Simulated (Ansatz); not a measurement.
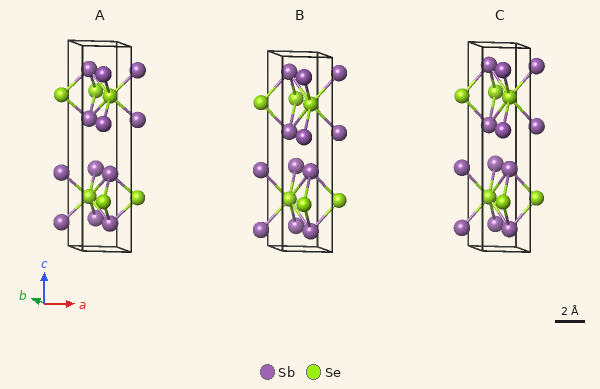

3 geometries from one relaxation of solid Sb$_{2}$Se (a generated structure, set up in P6_3/mmc) (coarse preliminary run), in shuffled order. A ball-and-stick model of the cell of the calculation, seen slightly off an axis.

All numbers below come from DFT PBE, scalar-relativistic, plane waves, PAW in Ansatz 0.2.0. Set-up: plane-wave cutoff 420 eV; k-point mesh 6 × 6 × 2; occupations gaussian; smearing width 0.1 eV; no spin polarisation; cell and atoms relaxed; force threshold 0.04 eV/Å; at most 70 steps.

Order the frames from highest to lowest energy.

A, C, B. They are steps 0, 2, 10, at +2.606 eV per cell of the calculation, +0.130 eV per cell of the calculation relative to the last. The largest moves relative to the cell, 0.45 Å, are those of Sb atoms. Se stays in place. The volume changes by −0.7 %, with a = b 3.526 → 3.609 Å (+2.4 %), c 14.589 → 13.832 Å (−5.2 %). Among the contacts that change: Sb–Se 2.694 → 2.978 Å. Among the angles between lasting bonds that change: Sb–Se–Sb 81.9° → 91.2°, Sb–Se–Sb 81.7° → 74.6°, Se–Sb–Se 81.7° → 74.6°. The space group stays P6_3/mmc (No. 194). After 7 accepted moves (10 points after the start) the energy has fallen by 2.606 eV per cell of the calculation. Largest force component: 3.8 eV/Å at the start, 0.02 eV/Å at the end. Pressure: 14.10 GPa at the start and −0.02 GPa at the end. The line search rejected the trial steps at points 7, 8 of the run. The SCF was repeated once at an unchanged geometry on a basis and grid sized afresh for the cell, which shifted the energy by 0.3 meV per cell of the calculation at most. Cost: 92 s on 1 thread of Arm Neoverse V1 (shared host), peak memory 0.45 GiB.

Limits of the set-up: layers or molecules are held without a dispersion correction, so their spacing is unreliable.
